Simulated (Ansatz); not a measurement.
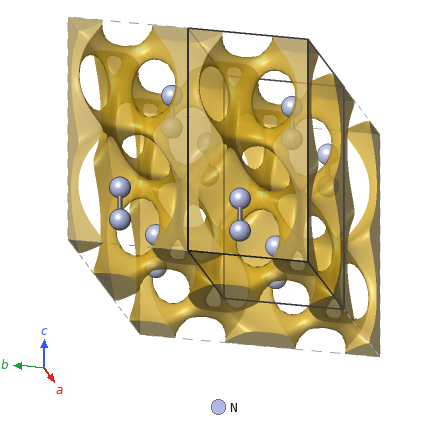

Crystal voids of N (P6_3/mmc, No. 194): the yellow surface encloses the regions where the procrystal electron density, the sum of the densities of spherically averaged neutral Hartree-Fock atoms, is below 0.002 e/bohr³ (2×2×1 cells, view from a free direction). No self-consistent density enters. Pale faces close the region where the drawn box cuts it.

Origin of the cell: the end point of a relaxation at fixed volume with DFT PBE+D3(BJ), scalar-relativistic, plane waves, PAW in Ansatz 0.2.0.

```xyz
4
Lattice="3.8748 0.0000 0.0000 -1.9374 3.3557 0.0000 0.0000 0.0000 7.6546" Properties=species:S:1:pos:R:3 pbc="T T T"
N     0.0000    2.2371    2.4648
N     0.0000    2.2371    1.3625
N     1.9374    1.1186    6.2921
N     1.9374    1.1186    5.1899
```

> What share of the cell is void by this measure?

The voids take about 21 % of the cell (20 Å³ of 99.5 Å³) and are bounded by about 73 Å² of surface per cell.

> Are the voids connected in the whole crystal?

Where they connect, they form a three-dimensional network.

> How low does the density fall, and where?

To about 0.00049 e/bohr³ near 0.00, 0.00, 0.00 (fractional), 2.6 Å from the nearest nucleus.

> At what density do the voids first join through the crystal?

At about 0.0015 e/bohr³, as one-dimensional channels along [001].
